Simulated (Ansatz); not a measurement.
## Geometry relaxation of Sc$_{8}$H (part 1 of 2)

System: Sc$_{8}$H (slab, 9 atoms in the cell).
Method: DFT LDA, scalar-relativistic, plane waves, PAW, no spin polarisation (Ansatz 0.2.0).

The structure derives from an entry of the Crystallography Open Database. The input holds or restrains some coordinates. Forces given for the steps count only the free coordinates.

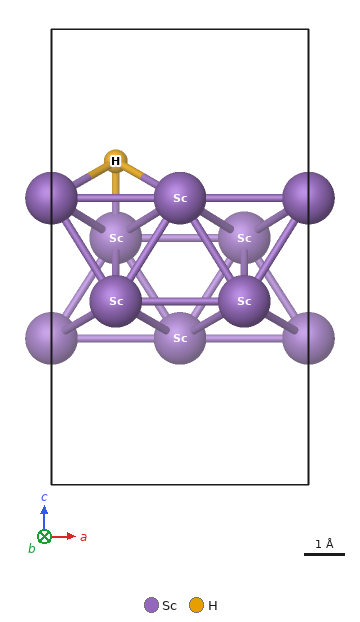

*The structure as given in the input (ball-and-stick view of the cell of the calculation, with the vacuum cut short, along the b axis). An atom can appear more than once, as a periodic image.*

Near neighbours in the periodic cell (some may lie outside the picture): Sc has 8 Sc at 3.00 to 3.23 Å; Sc has 10 Sc at 2.96 to 3.23 Å; Sc has 1 H at 2.02 Å and 10 Sc at 2.96 to 3.23 Å; Sc has 1 H at 2.64 Å and 8 Sc at 3.06 to 3.23 Å; H has 3 Sc at 2.02 to 2.64 Å.

### Results in brief

- outcome: converged under the restraints of the input
- electrons treated: 89
- free energy: −16722.8578 eV
- work function, top face: 3.52 eV
- work function, bottom face: 3.64 eV
- Fermi energy: 0.599 eV
- gap on the k-point mesh: none (metallic)
- final volume: 612.63 Å³
- work function (upper face): 3.52 eV
- largest force (length of the vector) at the end, held atoms and coordinates included: 0.888 eV/Å
- hardware: 4 threads of Arm Neoverse V1, 24 GiB of memory available, shared host
- wall time: 40 s (CPU time 2.6 min)
- peak memory: 1.1 GiB

### The input
```yaml
crystal:
  lattice:
    - [6.4591689165, 0.0, 0.0]
    - [0.0, 4.9849552023, 0.0]
    - [0.0, 0.0, 19.0264987477]
  atoms:
    - { symbol: Sc, position: [0.0, 0.75, 0.2102331098] }
    - { symbol: Sc, position: [0.5, 0.75, 0.2102331098] }
    - { symbol: Sc, position: [0.25, 0.25, 0.2592332301] }
    - { symbol: Sc, position: [0.75, 0.25, 0.2592332301] }
    - { symbol: Sc, position: [0.25, 0.75, 0.3431453096] }
    - { symbol: Sc, position: [0.75, 0.75, 0.3431453096] }
    - { symbol: Sc, position: [0.0, 0.25, 0.3955798094] }
    - { symbol: Sc, position: [0.5, 0.25, 0.3955798094] }
    - { symbol: H, position: [0.25, 0.625, 0.4441381461] }
basis:
  ecutwfc: 420
kpoints:
  mp_grid: { grid: [4, 6, 1] }
hamiltonian:
  xc: lda
scf:
  occupations: { method: gaussian, width: 0.1 }
output:
  forces: true
  eigenvalues: true
relax:
  adjacent_minimum: "off"
  f_tol: 0.025
  max_steps: 16
  constraints: [{ sites: [0, 1, 2, 3, 4, 5, 6, 7] }, { sites: [8], fix: xy }]
efield:
  axis: 3
  dipole_correction: true
  ramp_width: 0.04
```

Launched with:
```bash
ansatz run input.yaml --threads 4 --pin off --max-ram 12288MiB --backend cpu --events-out ev --progress --plain --runs-dir out
```

### The program's output
```
Engine: ansatz 0.2.0, aarch64-unknown-linux-gnu
Pseudopotentials: kind: paw
Pseudopotential: Sc, paw, valence charge 11, recommended cutoff 420 eV (normal), Sc.paw.azcp
Pseudopotential: H, paw, valence charge 1, recommended cutoff 420 eV (normal), H.paw.azcp
Functional definition: SPW92
  exchange = slater_x
  correlation = pw_c
Crystal: 9 atoms, lattice volume = 612.628 Å³
Basis set: ecut = 420 eV, 11975 PW (Γ)
Bands: 54, of which v1, the nominal top of the filled ones, is band 45 counted from 1 (44 counted from 0)
Symmetry: 2 space group operations
Space group: Pm (ITA 6), of the structure as read, at distance tolerance 8.5e-5 Å
k-points: 12 of 24 (time reversal used)
Non-local potential: Sc, projectors of the file, l = 0: 3, l = 1: 2, l = 2: 3, l = 3: 1
Non-local potential: H, projectors of the file, l = 0: 2, l = 1: 1
PAW form: soft (Blöchl's): semilocal exchange-correlation on the pseudo side does not see the compensation charge
PAW frozen core: Sc, regenerated for the run's functional, and the local potential with it (the file was generated under x = pbe(κ = 0.804, μ = 0.2195149727645171), c = pbe(β = 0.06672455060314922))
PAW one-centre angular grid: Sc, 590 points (default); XC on 64 Gauss nodes
PAW one-centre angular grid: H, 110 points (default); XC on 64 Gauss nodes
Initial density: superposition of atomic densities (neutral atoms: chi_scale 0, normalization atom), corrected by the library's trained network
Initial wavefunctions: pseudopotential atomic-orbital guess
Functional: x = slater, c = lda
SCF iter   1: F=—  HF=-16722.910236 eV  |F-HF|=—  |Δ(HF+E_count)|=         —  Δρ=5.33e-3  dr2=7.73e-1  ethr=1.77e-3  p=0.030 e·Å  D=8.78e-3 V/Å  ΔV_dip=-0.17 eV  dr2_dipole=1.15e-1  V_vac-E_F(+/−)=3.65/3.82 eV  ⟨swp⟩=9.3  Hψ=3024  notcnv=0
efield: sawtooth ramp at fractional position 0.8072 (placed from the atoms, in the widest stretch of the axis that holds none; the zero of the levels goes with the place), width 0.0400; the density the first Hamiltonian is built on has a dipole p = 0.030 e·Å; the dipole correction subtracts the counter field D = 8.78e-3 V/Å, which shifts the + side's vacuum level by -0.17 eV against the − side's; the planar-averaged density in the ramp window peaks in size at 8.5e-5 e/Å³
preconditioner: auto → LDOS  [metal: Δε(μ)=0.024 eV  Ē_g=2.084 eV  σ=0.100 eV  W_gap=0.13  n_scr=84 (ndim 8)  ℏωp=7.5 eV  f_vac=0.591  D(μ)=10.79/eV (n_scr^D=62)  β→1.0]
SCF iter   2: F=—  HF=-16722.858497 eV  |F-HF|=—  |Δ(HF+E_count)|=   5.17e-2  Δρ=2.00e-3  dr2=9.22e-2  ethr=8.69e-4  p=0.013 e·Å  D=3.97e-3 V/Å  ΔV_dip=-0.08 eV  dr2_dipole=8.71e-3  V_vac-E_F(+/−)=3.51/3.58 eV  ⟨swp⟩=2.7  Hψ=1009  notcnv=0  defer=22
SCF iter   3: F=—  HF=-16722.850783 eV  |F-HF|=—  |Δ(HF+E_count)|=   7.71e-3  Δρ=6.76e-4  dr2=1.07e-2  ethr=1.04e-4  p=0.016 e·Å  D=4.87e-3 V/Å  ΔV_dip=-0.09 eV  dr2_dipole=9.56e-4  V_vac-E_F(+/−)=3.56/3.65 eV  ⟨swp⟩=2.4  Hψ=999  notcnv=0  defer=22
SCF iter   4: F=—  HF=-16722.849754 eV  |F-HF|=—  |Δ(HF+E_count)|=   1.03e-3  Δρ=2.40e-4  dr2=6.32e-4  ethr=1.20e-5  p=0.016 e·Å  D=4.72e-3 V/Å  ΔV_dip=-0.09 eV  dr2_dipole=7.18e-5  V_vac-E_F(+/−)=3.55/3.64 eV  ⟨swp⟩=2.2  Hψ=967  notcnv=0  defer=18
SCF iter   5: F=—  HF=-16722.849709 eV  |F-HF|=—  |Δ(HF+E_count)|=   4.56e-5  Δρ=5.16e-5  dr2=2.88e-5  ethr=7.11e-7  p=0.015 e·Å  D=4.57e-3 V/Å  ΔV_dip=-0.09 eV  dr2_dipole=8.49e-9  V_vac-E_F(+/−)=3.55/3.63 eV  ⟨swp⟩=2.2  Hψ=1070  notcnv=0  defer=18
SCF iter   6: F=-16722.849713 eV  HF=-16722.849718 eV  |F-HF|=4.81e-6  |Δ(HF+E_count)|=   9.10e-6  Δρ=2.16e-5  dr2=6.62e-6  ethr=1.76e-8  p=0.016 e·Å  D=4.59e-3 V/Å  ΔV_dip=-0.09 eV  dr2_dipole=5.92e-7  V_vac-E_F(+/−)=3.55/3.63 eV  ⟨swp⟩=16.3  Hψ=2958  notcnv=0
SCF 1 converged in 6 iterations: F = -16722.849713 eV  dr2 = 6.62e-6
  greatest PAW one-centre occupation: 0.998 electrons in one spin orbital (limit 2), on the Sc atom at site 5 (counted from 0), in its partial waves of l = 0
relax step   1: F+E_penalty+E_count = -16722.84971322 eV  Δ(F+E_penalty+E_count) = +0.000e0 eV  max|allowed force component| = 2.649e-1 eV/Å  Δτ_max = 0.0000 Å  (6 SCF iters, dr2 threshold 1.56e-5 eV, accepted)
Initial density: handed on by an earlier stage of this run
Initial wavefunctions: those handed on with the density
iter 1 solved again at ethr=4.25e-5 eV; its pass at ethr=3.10e-3 eV (dr2=3.78e-2 eV) is discarded
SCF iter   1: F=—  HF=-16722.859658 eV  |F-HF|=—  |Δ(HF+E_count)|=         —  Δρ=1.64e-3  dr2=3.98e-2  ethr=4.25e-5  p=0.016 e·Å  D=4.59e-3 V/Å  ΔV_dip=-0.09 eV  dr2_dipole=1.21e-3  V_vac-E_F(+/−)=3.55/3.64 eV  ⟨swp⟩=2.0  Hψ=1731  notcnv=0  defer=9
efield: sawtooth ramp at fractional position 0.8072 (handed on by an earlier solve), width 0.0400; the density the first Hamiltonian is built on has a dipole p = 0.016 e·Å; the dipole correction subtracts the counter field D = 4.59e-3 V/Å, which shifts the + side's vacuum level by -0.09 eV against the − side's; the planar-averaged density in the ramp window peaks in size at 2.7e-6 e/Å³
preconditioner: auto → LDOS  [metal: Δε(μ)=0.004 eV  Ē_g=2.072 eV  σ=0.100 eV  W_gap=0.02  n_scr=84 (ndim 8)  ℏωp=7.5 eV  f_vac=0.594  D(μ)=11.48/eV (n_scr^D=66)  β→1.0]
SCF iter   2: F=—  HF=-16722.853312 eV  |F-HF|=—  |Δ(HF+E_count)|=   6.35e-3  Δρ=5.76e-4  dr2=2.72e-3  ethr=4.25e-5  p=0.028 e·Å  D=8.17e-3 V/Å  ΔV_dip=-0.16 eV  dr2_dipole=4.13e-5  V_vac-E_F(+/−)=3.48/3.64 eV  ⟨swp⟩=2.0  Hψ=800  notcnv=0  defer=9
SCF iter   3: F=—  HF=-16722.853251 eV  |F-HF|=—  |Δ(HF+E_count)|=   6.09e-5  Δρ=3.08e-4  dr2=1.22e-3  ethr=3.06e-6  p=0.025 e·Å  D=7.26e-3 V/Å  ΔV_dip=-0.14 eV  dr2_dipole=7.36e-6  V_vac-E_F(+/−)=3.50/3.64 eV  ⟨swp⟩=2.0  Hψ=1099  notcnv=0  defer=9
SCF iter   4: F=—  HF=-16722.853106 eV  |F-HF|=—  |Δ(HF+E_count)|=   1.45e-4  Δρ=1.04e-4  dr2=1.95e-4  ethr=1.37e-6  p=0.025 e·Å  D=7.25e-3 V/Å  ΔV_dip=-0.14 eV  dr2_dipole=5.54e-6  V_vac-E_F(+/−)=3.50/3.64 eV  ⟨swp⟩=2.0  Hψ=819  notcnv=0  defer=9
SCF iter   5: F=—  HF=-16722.853090 eV  |F-HF|=—  |Δ(HF+E_count)|=   1.58e-5  Δρ=3.39e-5  dr2=1.82e-5  ethr=2.19e-7  p=0.025 e·Å  D=7.28e-3 V/Å  ΔV_dip=-0.14 eV  dr2_dipole=7.27e-8  V_vac-E_F(+/−)=3.50/3.64 eV  ⟨swp⟩=2.0  Hψ=777  notcnv=0  defer=9
SCF iter   6: F=-16722.853089 eV  HF=-16722.853090 eV  |F-HF|=9.93e-7  |Δ(HF+E_count)|=   6.28e-7  Δρ=1.17e-5  dr2=1.98e-6  ethr=4.93e-9  p=0.025 e·Å  D=7.29e-3 V/Å  ΔV_dip=-0.14 eV  dr2_dipole=3.58e-8  V_vac-E_F(+/−)=3.50/3.64 eV  ⟨swp⟩=13.4  Hψ=2711  notcnv=0
SCF 2 converged in 6 iterations: F = -16722.853089 eV  dr2 = 1.98e-6
relax step   2: F+E_penalty+E_count = -16722.85308883 eV  Δ(F+E_penalty+E_count) = -3.376e-3 eV  max|allowed force component| = 2.223e-1 eV/Å  Δτ_max = 0.1028 Å  (6 SCF iters, dr2 threshold 4.39e-6 eV, accepted)
SCF iter   1: F=—  HF=-16722.858867 eV  |F-HF|=—  |Δ(HF+E_count)|=         —  Δρ=6.38e-4  dr2=5.86e-3  ethr=6.62e-5  p=0.025 e·Å  D=7.29e-3 V/Å  ΔV_dip=-0.14 eV  dr2_dipole=1.70e-4  V_vac-E_F(+/−)=3.50/3.64 eV  ⟨swp⟩=2.0  Hψ=1033  notcnv=0
efield: sawtooth ramp at fractional position 0.8072 (handed on by an earlier solve), width 0.0400; the density the first Hamiltonian is built on has a dipole p = 0.025 e·Å; the dipole correction subtracts the counter field D = 7.29e-3 V/Å, which shifts the + side's vacuum level by -0.14 eV against the − side's; the planar-averaged density in the ramp window peaks in size at 2.7e-6 e/Å³
preconditioner: auto → LDOS  [metal: Δε(μ)=0.017 eV  Ē_g=2.059 eV  σ=0.100 eV  W_gap=0.10  n_scr=84 (ndim 8)  ℏωp=7.5 eV  f_vac=0.594  D(μ)=11.52/eV (n_scr^D=66)  β→1.0]
SCF iter   2: F=—  HF=-16722.857920 eV  |F-HF|=—  |Δ(HF+E_count)|=   9.47e-4  Δρ=2.22e-4  dr2=4.16e-4  ethr=6.58e-6  p=0.020 e·Å  D=5.94e-3 V/Å  ΔV_dip=-0.11 eV  dr2_dipole=6.07e-6  V_vac-E_F(+/−)=3.52/3.64 eV  ⟨swp⟩=2.0  Hψ=918  notcnv=0
SCF iter   3: F=—  HF=-16722.857799 eV  |F-HF|=—  |Δ(HF+E_count)|=   1.21e-4  Δρ=1.17e-4  dr2=1.76e-4  ethr=4.68e-7  p=0.021 e·Å  D=6.32e-3 V/Å  ΔV_dip=-0.12 eV  dr2_dipole=6.01e-7  V_vac-E_F(+/−)=3.52/3.64 eV  ⟨swp⟩=2.0  Hψ=1085  notcnv=0
SCF iter   4: F=—  HF=-16722.857780 eV  |F-HF|=—  |Δ(HF+E_count)|=   1.82e-5  Δρ=3.69e-5  dr2=2.42e-5  ethr=1.98e-7  p=0.021 e·Å  D=6.32e-3 V/Å  ΔV_dip=-0.12 eV  dr2_dipole=7.12e-7  V_vac-E_F(+/−)=3.52/3.64 eV  ⟨swp⟩=2.0  Hψ=819  notcnv=0
SCF iter   5: F=-16722.857777 eV  HF=-16722.857779 eV  |F-HF|=1.81e-6  |Δ(HF+E_count)|=   1.17e-6  Δρ=1.28e-5  dr2=2.68e-6  ethr=3.47e-9  p=0.021 e·Å  D=6.31e-3 V/Å  ΔV_dip=-0.12 eV  dr2_dipole=2.20e-8  V_vac-E_F(+/−)=3.52/3.64 eV  ⟨swp⟩=9.5  Hψ=2682  notcnv=0
SCF 3 converged in 5 iterations: F = -16722.857777 eV  dr2 = 2.68e-6
relax step   3: F+E_penalty+E_count = -16722.85777747 eV  Δ(F+E_penalty+E_count) = -4.689e-3 eV  max|allowed force component| = 1.874e-2 eV/Å  Δτ_max = 0.0396 Å  (5 SCF iters, dr2 threshold 3.09e-6 eV, accepted)
iter 1 solved again at ethr=2.99e-9 eV; its pass at ethr=3.10e-3 eV (dr2=2.66e-6 eV) is discarded
SCF iter   1: F=—  HF=-16722.857779 eV  |F-HF|=—  |Δ(HF+E_count)|=         —  Δρ=1.28e-5  dr2=2.66e-6  ethr=2.99e-9  p=0.021 e·Å  D=6.31e-3 V/Å  ΔV_dip=-0.12 eV  dr2_dipole=2.20e-8  V_vac-E_F(+/−)=3.52/3.64 eV  ⟨swp⟩=1.0  Hψ=1608  notcnv=0
efield: sawtooth ramp at fractional position 0.8072 (handed on by an earlier solve), width 0.0400; the density the first Hamiltonian is built on has a dipole p = 0.021 e·Å; the dipole correction subtracts the counter field D = 6.31e-3 V/Å, which shifts the + side's vacuum level by -0.12 eV against the − side's; the planar-averaged density in the ramp window peaks in size at 2.6e-6 e/Å³
preconditioner: auto → LDOS  [metal: Δε(μ)=0.017 eV  Ē_g=2.061 eV  σ=0.100 eV  W_gap=0.10  n_scr=84 (ndim 8)  ℏωp=7.5 eV  f_vac=0.594  D(μ)=11.52/eV (n_scr^D=66)  β→1.0]
SCF iter   2: F=—  HF=-16722.857780 eV  |F-HF|=—  |Δ(HF+E_count)|=   2.53e-7  Δρ=1.03e-5  dr2=1.48e-6  ethr=2.99e-9  p=0.021 e·Å  D=6.30e-3 V/Å  ΔV_dip=-0.12 eV  dr2_dipole=1.39e-7  V_vac-E_F(+/−)=3.52/3.64 eV  ⟨swp⟩=2.1  Hψ=1020  notcnv=0
SCF iter   3: F=—  HF=-16722.857779 eV  |F-HF|=—  |Δ(HF+E_count)|=   1.39e-7  Δρ=3.03e-6  dr2=1.21e-7  ethr=1.67e-9  p=0.021 e·Å  D=6.30e-3 V/Å  ΔV_dip=-0.12 eV  dr2_dipole=2.04e-10  V_vac-E_F(+/−)=3.52/3.64 eV  ⟨swp⟩=2.0  Hψ=958  notcnv=0
SCF iter   4: F=-16722.857779 eV  HF=-16722.857779 eV  |F-HF|=8.23e-9  |Δ(HF+E_count)|=   6.53e-8  Δρ=9.12e-7  dr2=1.25e-8  ethr=1.12e-10  p=0.021 e·Å  D=6.31e-3 V/Å  ΔV_dip=-0.12 eV  dr2_dipole=4.11e-10  V_vac-E_F(+/−)=3.52/3.64 eV  ⟨swp⟩=4.4  Hψ=1831  notcnv=0
SCF 4 converged in 4 iterations: F = -16722.857779 eV  dr2 = 1.25e-8
relax step   4: F+E_penalty+E_count = -16722.85777945 eV  Δ(F+E_penalty+E_count) = -1.978e-6 eV  max|allowed force component| = 1.815e-2 eV/Å  Δτ_max = 0.0000 Å  (4 SCF iters, accepted)
```

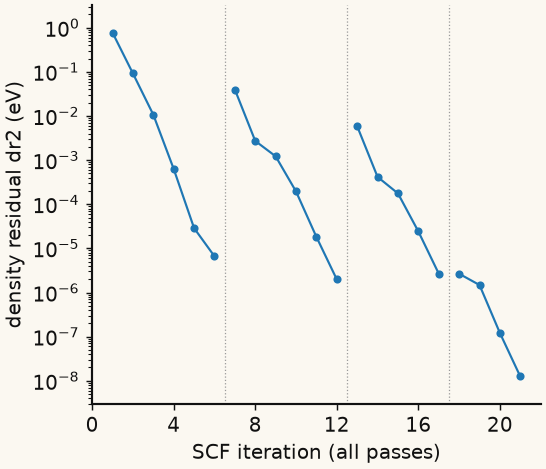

*Convergence of the self-consistent field: density residual dr2 against the SCF iteration. The dotted lines part the SCF passes of the relaxation: geometry steps, rejected trials and re-solves on a re-selected basis.*

The passes take 6, 6, 5 and 4 iterations.
